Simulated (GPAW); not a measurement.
```
Sb Ga
1.0
     6.11800    0.00000    0.00000
     0.00000    0.00000   -6.11800
     0.00000    6.11800    0.00000
Sb Ga
4 4
Direct
  0.75000 0.75000 0.25000
  0.25000 0.75000 0.75000
  0.25000 0.25000 0.25000
  0.75000 0.25000 0.75000
  0.50000 0.50000 0.00000
  0.00000 0.50000 0.50000
  0.00000 0.00000 0.00000
  0.50000 0.00000 0.50000
```

Space group F-43m.

Method: GPAW 26.7.0, Kohn-Sham DFT of a periodic cell, PBEsol, PAW data sets made by gpaw-setup for the functional.

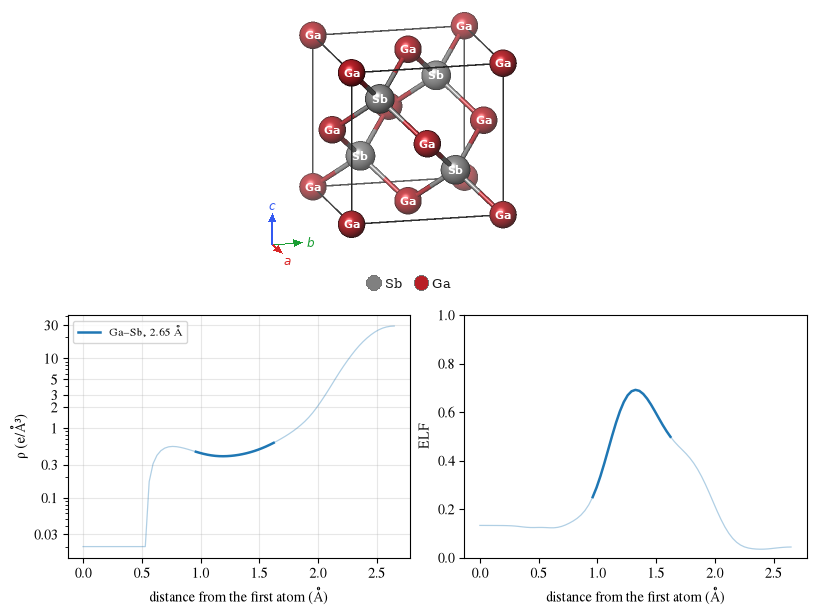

GaSb. Valence charge density (pseudo) and electron localisation function along straight lines between neighbouring atoms. Thin, pale parts lie inside the atomic spheres. The structure is drawn too.

In a PAW calculation such maps are meaningful between the atoms, not at the nuclei.

> What can be read from the curves?

Ga–Sb (2.65 Å): the density is about 0.41 e/Å³ at the midpoint; the ELF peaks at about 0.70 between the atoms.
